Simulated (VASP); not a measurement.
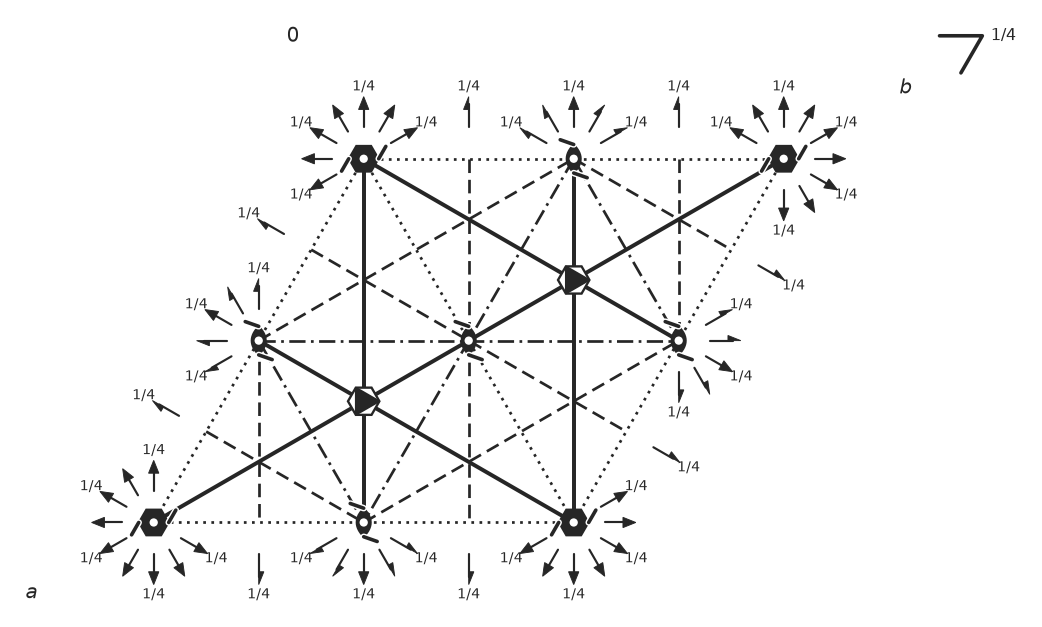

Symmetry elements of a space group, projected down c, computed from the operations of a computed or model structure of composition C.

Graphical symbols as in the International Tables (origin upper left, heights as fractions; handed screw axes are marked by their printed symbols).

> Give the Hermann–Mauguin symbol and number.

No. 194, P6_3/mmc; primitive hexagonal, point group 6/mmm, 24 general positions a cell.

> List the elements shown.

−6 axes along c at (1/3, 2/3), (2/3, 1/3); 6₃ axes along c at (0, 0); 2₁ axes along c at (0, 1/2), (1/2, 0), (1/2, 1/2); inversion centres at (0, 0), (0, 1/2), (1/2, 0), (1/2, 1/2); mirror planes holding c and [1 2 0] or [2 1 0] or [−1 1 0]; in-plane glide planes holding c and [1 2 0] or [2 1 0] or [−1 1 0]; c glide planes normal to a*, at x = 0; n glide planes normal to a*, at x = 1/2; c glide planes normal to b*, at y = 0; n glide planes normal to b*, at y = 1/2; c glide planes holding c and [1 1 0]; diagonal glide planes holding c and [1 1 0]; a mirror plane normal to c at height 1/4; 2 axes along [1 1 0] at height 0; 2 axes along [1 2 0] at height 1/4; 2 axes along [2 1 0] at height 1/4; 2 axes along [−1 1 0] at height 1/4; 2 axes along a at height 0; 2 axes along b at height 0; 2₁ axes along [1 1 0] at height 0; 2₁ axes along [1 2 0] at height 1/4; 2₁ axes along [2 1 0] at height 1/4; 2₁ axes along [−1 1 0] at height 1/4; 2₁ axes along a at height 0; 2₁ axes along b at height 0. Heights repeat every half period; positions are (a, b) fractions, modulo 1.

> Write the general positions (in any order).

x, y, z
−x, −y, −z
x−y, x, z+1/2
−x+y, −x, −z+1/2
−y, x−y, z
y, −x+y, −z
−x, −y, z+1/2
x, y, −z+1/2
−x+y, −x, z
x−y, x, −z
y, −x+y, z+1/2
−y, x−y, −z+1/2
−y, −x, −z+1/2
y, x, z+1/2
−x, −x+y, −z
x, x−y, z
−x+y, y, −z+1/2
x−y, −y, z+1/2
y, x, −z
−y, −x, z
x, x−y, −z+1/2
−x, −x+y, z+1/2
x−y, −y, −z
−x+y, y, z
